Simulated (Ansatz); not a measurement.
# MgO: single-point calculation

- system: MgO (P1, 8 atoms in the cell)
- method: DFT PBEsol, scalar-relativistic, plane waves, PAW, no spin polarisation (Ansatz 0.2.0)

The structure derives from an entry of the Crystallography Open Database. It belongs to a series of runs on one base structure; here: all atoms moved at random (sigma 0.3 A a component), cell strained at random (sigma 0.01). Figures and captions count atoms from 1; the log counts them from 0 in places.

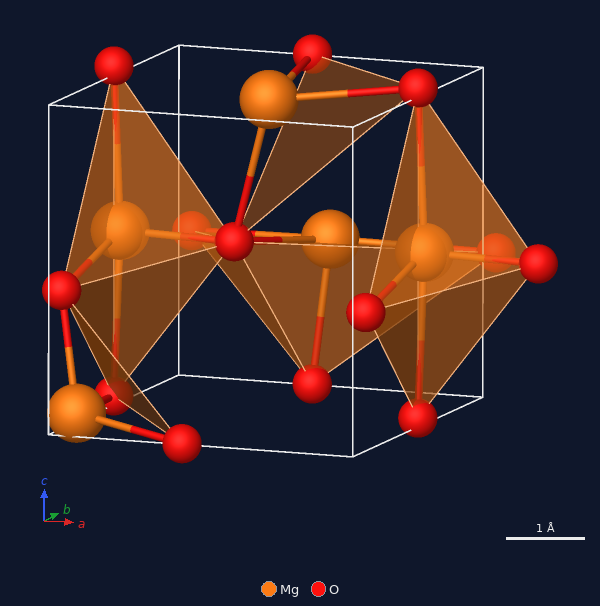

The input geometry (polyhedral view of the cell of the calculation, set on other vectors, seen slightly off an axis; polyhedra are completed across the faces of the cell). An atom can appear more than once, as a periodic image.

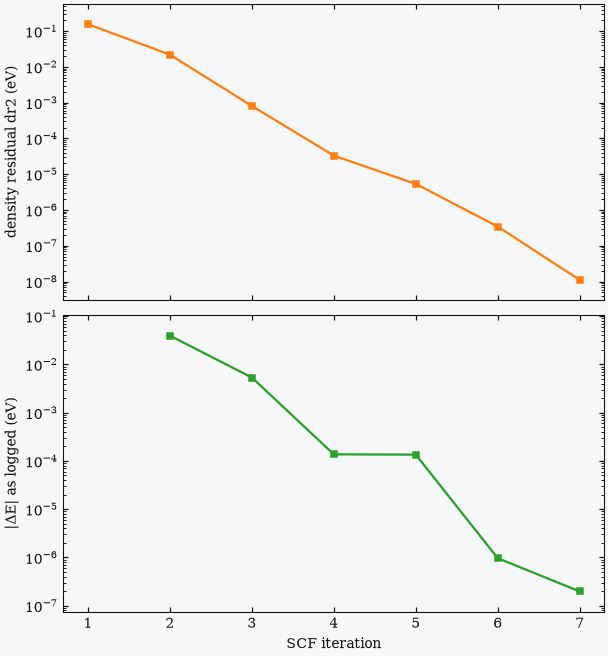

Convergence of the self-consistent field: density residual dr2 and size of the energy change against the SCF iteration. The residual falls at every step.

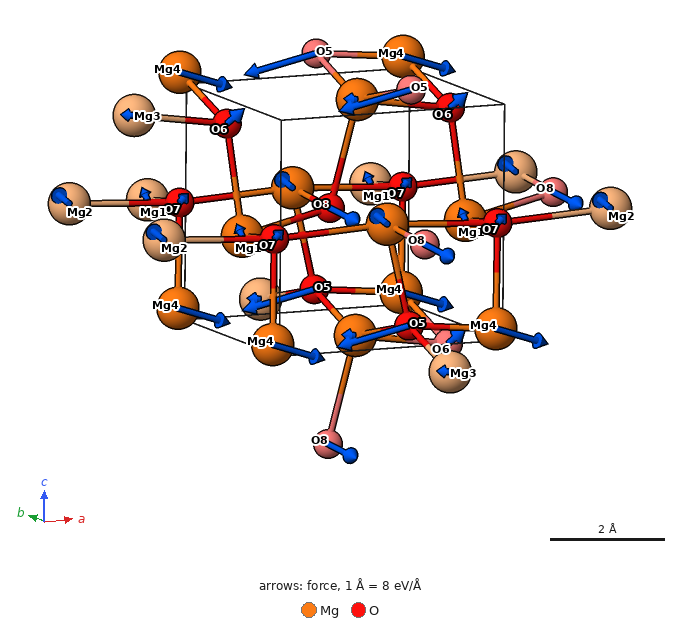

Forces on the atoms as blue arrows (ball-and-stick view of the cell of the calculation, seen slightly off an axis; neighbours outside the cell are drawn fainter; atoms are numbered from 1 in the order of the input). The largest act on O5 (10.86 eV/Å); O8 (10.02 eV/Å); Mg4 (9.24 eV/Å); Mg2 (6.24 eV/Å), among others. The geometry is not a stationary point of this energy.

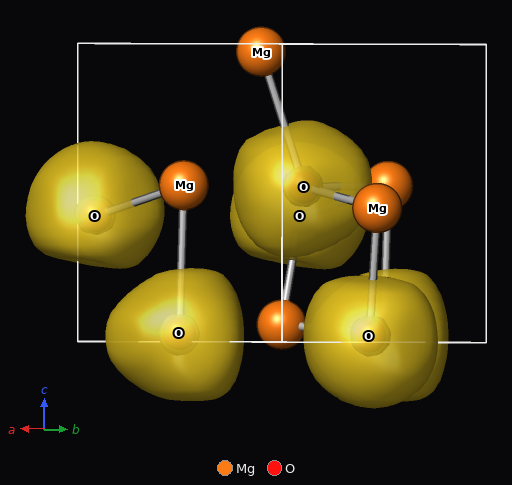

Isosurface of the electron localisation function at 0.6 (yellow), seen along [110]. Core shells and regions of very low density are left out. Sticks mark near contacts. The outline is the cell set on symmetry axes. Along the contacts the grid gives the following. Mg–O (1.59 Å): the ELF is about 0.40 at the midpoint. In a PAW calculation such maps are meaningful between the atoms, not at the nuclei.

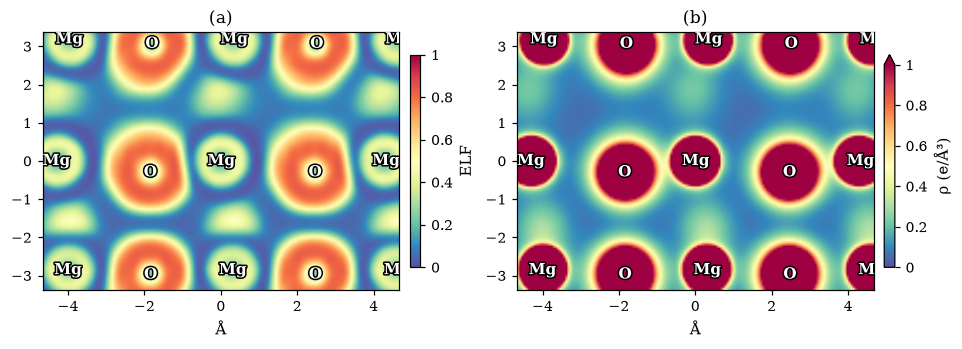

(a) ELF; (b) valence pseudo-density on the (11̄0) plane of the conventional cell. Away from the nuclei the density in this plane falls to 0.06 e/Å³ at its lowest.

These pictures come from the run below.

**Input**
```yaml
crystal:
  lattice:
    - [4.3140730792, -0.0126677647, 0.0045572384]
    - [0.0126677647, -4.2080481629, 0.0442534057]
    - [-0.0045572384, 0.0442534057, -4.2460756352]
  atoms:
    - { symbol: Mg, position: [0.0260894617, 0.462115326, 0.4354056696] }
    - { symbol: Mg, position: [0.4751496749, -0.0092420684, 0.5284824106] }
    - { symbol: Mg, position: [0.5493844794, 0.4911667814, -0.0251330288] }
    - { symbol: Mg, position: [-0.0582801787, -0.06508497, 0.063004747] }
    - { symbol: O, position: [0.5783517944, -0.0041236402, 0.0906410863] }
    - { symbol: O, position: [-0.0220410171, 0.5210213861, -0.0931845761] }
    - { symbol: O, position: [-0.0277140789, -0.0008549275, 0.4986306292] }
    - { symbol: O, position: [0.4790598643, 0.6050021124, 0.5021530623] }
basis:
  ecutwfc: 420
kpoints:
  mp_grid: { grid: [6, 6, 6] }
hamiltonian:
  xc: pbesol
scf:
  occupations: { method: gaussian, width: 0.05 }
output:
  forces: true
  stress: true
  eigenvalues: true
  write_density: true
  write_potential: true
  elf: true
  volumetric_format: npy
```

Command:
```bash
ansatz run input.yaml --threads 2 --pin off --max-ram 5120MiB --backend cpu --events-out ev --progress --plain --runs-dir out
```

**Log**
```
Engine: ansatz 0.2.0, aarch64-unknown-linux-gnu
Pseudopotentials: kind: paw
Pseudopotential: Mg, paw, valence charge 10, recommended cutoff 420 eV (normal), Mg.paw.azcp
Pseudopotential: O, paw, valence charge 6, recommended cutoff 420 eV (normal), O.paw.azcp
Functional definition: PBEsol
  exchange = pbesol_x
  correlation = pbesol_c
Crystal: 8 atoms, lattice volume = 77.073 Å³
Basis set: ecut = 420 eV, 1493 PW (Γ), exchange–correlation on 60×60×60 points (8 copies of the dense FFT grid, shifted against one another)
Bands: 40, of which v1, the nominal top of the filled ones, is band 32 counted from 1 (31 counted from 0)
Symmetry: 1 space group operations
Space group: P1 (ITA 1), of the structure as read, at distance tolerance 4.3e-5 Å
k-points: 112 of 216 (time reversal used)
Non-local potential: Mg, projectors of the file, l = 0: 3, l = 1: 2, l = 2: 1
Non-local potential: O, projectors of the file, l = 0: 2, l = 1: 2, l = 2: 1
PAW form: soft (Blöchl's): semilocal exchange-correlation on the pseudo side does not see the compensation charge
PAW frozen core: Mg, regenerated for the run's functional, and the local potential with it (the file was generated under x = pbe(κ = 0.804, μ = 0.2195149727645171), c = pbe(β = 0.06672455060314922))
PAW frozen core: O, regenerated for the run's functional, and the local potential with it (the file was generated under x = pbe(κ = 0.804, μ = 0.2195149727645171), c = pbe(β = 0.06672455060314922))
PAW one-centre angular grid: Mg, 110 points (default); XC on 64 Gauss nodes
PAW one-centre angular grid: O, 110 points (default); XC on 64 Gauss nodes
Initial density: superposition of atomic densities (neutral atoms: chi_scale 0, normalization atom), corrected by the library's trained network
Initial wavefunctions: pseudopotential atomic-orbital guess
Functional: x = pbesol(κ = 0.804, μ = 0.12345679012345678), c = pbesol(β = 0.046)
SCF iter   1: F=—  HF=-9897.319990 eV  |F-HF|=—  |Δ(HF+E_count)|=         —  Δρ=1.54e-2  dr2=1.56e-1  ethr=1.77e-3  ⟨swp⟩=6.3  Hψ=19351  notcnv=0  defer=8
preconditioner: auto → Resta (q_TF=auto, 2.645 Å⁻¹)  ε∞=3.7  [insulator: Δε(μ)=3.198 eV  Ē_g=14.448 eV  σ=0.050 eV  W_gap=1.00  n_scr=26 (ndim 8)  ℏωp=23.9 eV  f_vac=0.000  D(μ)=0.00/eV (n_scr^D=0)  ε∞_Penn≈3.7]
SCF iter   2: F=—  HF=-9897.280686 eV  |F-HF|=—  |Δ(HF+E_count)|=   3.93e-2  Δρ=5.18e-3  dr2=2.20e-2  ethr=2.44e-4  ⟨swp⟩=2.7  Hψ=7140  notcnv=0  defer=317
SCF iter   3: F=—  HF=-9897.275345 eV  |F-HF|=—  |Δ(HF+E_count)|=   5.34e-3  Δρ=1.05e-3  dr2=8.08e-4  ethr=3.44e-5  ⟨swp⟩=2.0  Hψ=6123  notcnv=0  defer=317
SCF iter   4: F=—  HF=-9897.275208 eV  |F-HF|=—  |Δ(HF+E_count)|=   1.37e-4  Δρ=2.34e-4  dr2=3.31e-5  ethr=1.26e-6  ⟨swp⟩=2.0  Hψ=6618  notcnv=0  defer=317
SCF iter   5: F=—  HF=-9897.275073 eV  |F-HF|=—  |Δ(HF+E_count)|=   1.35e-4  Δρ=7.56e-5  dr2=5.36e-6  ethr=5.17e-8  ⟨swp⟩=2.0  Hψ=7393  notcnv=0  defer=317
SCF iter   6: F=—  HF=-9897.275072 eV  |F-HF|=—  |Δ(HF+E_count)|=   9.67e-7  Δρ=2.53e-5  dr2=3.44e-7  ethr=8.38e-9  ⟨swp⟩=2.0  Hψ=7523  notcnv=0  defer=317
SCF iter   7: F=-9897.275072 eV  HF=-9897.275072 eV  |F-HF|=4.56e-9  |Δ(HF+E_count)|=   1.98e-7  Δρ=3.94e-6  dr2=1.11e-8  ethr=1.56e-10  ⟨swp⟩=12.8  Hψ=31712  notcnv=0
SCF 1 converged in 7 iterations: F = -9897.275072 eV  dr2 = 1.11e-8
  greatest PAW one-centre occupation: 1.001 electrons in one spin orbital (limit 2), on the Mg atom at site 3 (counted from 0), in its partial waves of l = 1
SCF converged after 7 iterations
Free energy (F): -9897.275072 eV
Harris-Foulkes:  -9897.275072 eV  (|F-HF|=4.56e-9)
Internal energy: -9897.275072 eV  (E = F + TS)
E sigma→0 (E₀):  -9897.275072 eV
Fermi energy:    9.542659 eV
--- Per-component energies (eV) ---
  E_band       = -1189.367034
  E_kinetic    = 1028.105885
  E_local      = -6815.242610  (includes V_loc(G=0)·N_el)
  E_nonlocal   = 577.972028
  E_hartree    = 2398.824219
  E_xc         = -417.416155
  E_vxc        = -537.878511  (∫ρ·V_xc dr)
  E_paw        = -1730.446601  (= ΣΔE_a)
  E_vpaw       = -239.981592  (= ΣTr[D̂ρ^β])
  E_aug_tail   = 0.009871  (compensation charges beyond the density's cutoff)
  E_ewald      = -4939.458311
  E_core_change = 0.376601  (= ΣΔE_core)
  E_smearing   = -0.000000  (= −TS)
  E_closure    = 0.000000  (closes the sum)
  Σ components = -9897.275072   (vs F -9897.275072, Δ=0.00e0)
--- Forces (eV/Å), atoms counted from 1 ---
  atom   1  Mg    -0.43132721    -1.16711192    -1.73418150
  atom   2  Mg     0.24682777    -6.18968422    -0.77313588
  atom   3  Mg    -2.20694476    -0.13046581    -0.26442086
  atom   4  Mg     8.68098257    -1.04711801     2.99013035
  atom   5  O    -10.10254029    -2.73540702     2.90881634
  atom   6  O      1.99502309     1.94097798    -2.47238020
  atom   7  O      1.78253179    -0.67690467    -1.12635628
  atom   8  O      0.03542806    10.00578209     0.47151091
  max |Σ_I F_I| component: 6.84e-5 eV/Å
--- Stress (GPa, compression-positive) ---
       34.100906       2.896084      -1.331321
        2.896088      35.446567       1.146312
       -1.331323       1.146311       7.041564
  P = ⅓ Tr σ = 25.5297 GPa (255.297 kbar)
--- Band table (eV; the first three rows and the last of 112) ---
  k-point 0: bands = ["-64.6825", "-64.6465", "-63.9681", "-63.7183", "-31.6790", "-31.6411", "-31.6269", "-31.6171", "-31.5874", "-31.5713", "-31.0238", "-30.9171", "-30.8867", "-30.7927", "-30.7033", "-30.6173", "-9.5305", "-8.0247", "-7.7831", "-7.6780", "3.6569", "3.8349", "3.9261", "5.6907", "6.0323", "6.3450", "6.4352", "6.5514", "6.6832", "7.3079", "7.7530", "7.8675", "11.2178", "15.1757", "15.7697", "16.5332", "16.9117", "17.0652", "17.7279", "19.3703"]
  k-point 1: bands = ["-64.6825", "-64.6465", "-63.9681", "-63.7183", "-31.6781", "-31.6403", "-31.6274", "-31.6165", "-31.5891", "-31.5717", "-31.0240", "-30.9180", "-30.8857", "-30.7931", "-30.7034", "-30.6180", "-9.4348", "-8.1208", "-7.7748", "-7.6690", "3.7327", "3.8698", "4.1804", "5.5105", "5.7586", "6.1113", "6.3737", "6.6335", "6.7583", "7.1694", "7.5691", "7.7504", "11.7845", "15.1059", "15.7697", "16.6491", "17.2190", "17.4204", "18.0563", "19.5157"]
  k-point 2: bands = ["-64.6824", "-64.6466", "-63.9680", "-63.7184", "-31.6764", "-31.6386", "-31.6287", "-31.6149", "-31.5928", "-31.5725", "-31.0242", "-30.9195", "-30.8839", "-30.7939", "-30.7036", "-30.6195", "-9.1732", "-8.3924", "-7.7490", "-7.6507", "3.9610", "4.1686", "4.6741", "5.1538", "5.2319", "5.6576", "6.1341", "6.3883", "6.8716", "7.0082", "7.3715", "7.6447", "12.9115", "14.7036", "16.1642", "16.9703", "17.8280", "17.9981", "18.4640", "19.8954"]
  k-point 111: bands = ["-64.6822", "-64.6466", "-63.9680", "-63.7184", "-31.6833", "-31.6456", "-31.6398", "-31.6098", "-31.5853", "-31.5724", "-31.0248", "-30.9236", "-30.8852", "-30.7906", "-30.7043", "-30.6166", "-8.4682", "-8.2173", "-8.0501", "-7.8542", "2.9316", "3.2498", "3.2663", "3.6203", "6.5356", "6.7564", "6.8818", "6.9650", "7.1274", "7.4026", "7.4303", "7.7110", "13.7549", "14.2048", "14.9377", "15.7008", "17.4149", "18.4510", "19.3992", "20.2534"]
```

**Summary**

| quantity | value |
| --- | --- |
| outcome | converged |
| space group (tolerance 0.01 Å) | P1 (1) |
| electrons treated | 64 |
| free energy | −9897.2751 eV |
| Fermi energy | 9.543 eV |
| gap on the k-point mesh | 3.35 eV |
| pressure | 25.53 GPa |
| largest force (length of the vector) | 10.863 eV/Å |
| hardware | 2 threads of Arm Neoverse V1, 24 GiB of memory available, shared host |
| wall time | 22 s (CPU time 43 s) |
| peak memory | 0.48 GiB |
